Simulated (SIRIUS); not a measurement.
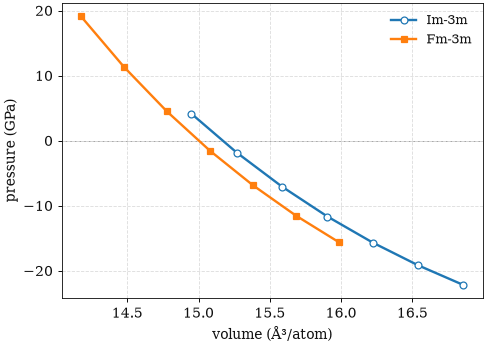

The figure shows the pressure against volume, with one curve for each structure, for Pt.

How it was computed, with SIRIUS 7.10.0: plane-wave DFT, no spin polarisation; energies at scaled volumes of the given cell, shape and fractions fixed, counted from the fit's minimum, third-order Birch-Murnaghan fit. Level: PBEsol.

occupations Fermi–Dirac; smearing width 0.05 eV; wave cutoff 1152 eV; density cutoff 4606 eV.

Settings that differ: Im-3m: k mesh 12×12×12, potentials dojo-sr-pbesol-0.4.1-standard; Fm-3m: k mesh 8×8×8, potentials dojo-sr-pbe-0.4.1-standard.

Q: Order the curves by fitted equilibrium volume, smallest first.

A: Fm-3m 15.000, Im-3m 15.167 Å³/atom.

Q: Order the curves by fitted bulk modulus, smallest first.

A: Im-3m 278.9, Fm-3m 291.1 GPa.

Caveats: coarse k mesh (Fm-3m); spin-orbit coupling left out, heavy elements.

The computed values:

Im-3m:
```tsv
volume (Å³/atom)	pressure (GPa)
14.95	4.14
15.27	-1.84
15.59	-7.08
15.90	-11.67
16.22	-15.68
16.54	-19.17
16.86	-22.20
```

Fm-3m:
```tsv
volume (Å³/atom)	pressure (GPa)
14.18	19.12
14.48	11.34
14.78	4.49
15.08	-1.55
15.38	-6.86
15.68	-11.53
15.98	-15.62
```
